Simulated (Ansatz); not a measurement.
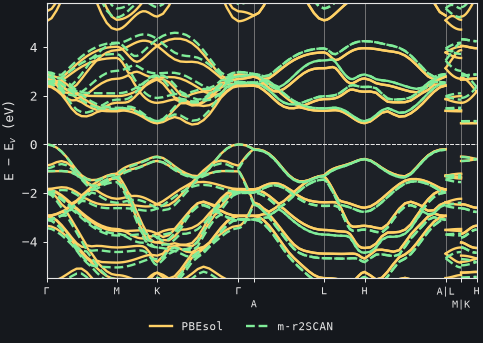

Band structures of MoSe₂, space group P6_3/mmc, 6 atoms in the cell (a = 3.288 Å, c = 12.900 Å (hexagonal axes)), by two methods on the same cell. Each is counted from its own valence-band top.

> What changes from one method to the other?

PBEsol gives a gap of 0.82 eV along the path and m-r2SCAN gives a gap of 0.96 eV along the path. Over the top 3 filled bands the two differ by 0.06 eV on average.

Settings. PBEsol: Ansatz PAW, no spin polarisation, no spin-orbit coupling, 9×9×2 k mesh, 420 eV cutoff, Fermi-Dirac smearing of 0.05 eV (Ansatz 0.2.0). m-r2SCAN: Ansatz PAW, no spin polarisation, no spin-orbit coupling, 9×9×2 k mesh, 500 eV cutoff, Fermi-Dirac smearing of 0.05 eV (Ansatz 0.2.0).

The cell is at 3 GPa in PBEsol and 7 GPa in m-r2SCAN. The cell's inner coordinates are idealised or old. Spin-orbit coupling is left out, which matters for Mo and Se. The PAW data sets were made with another functional. LDA, GGA and most meta-GGA functionals understate gaps.
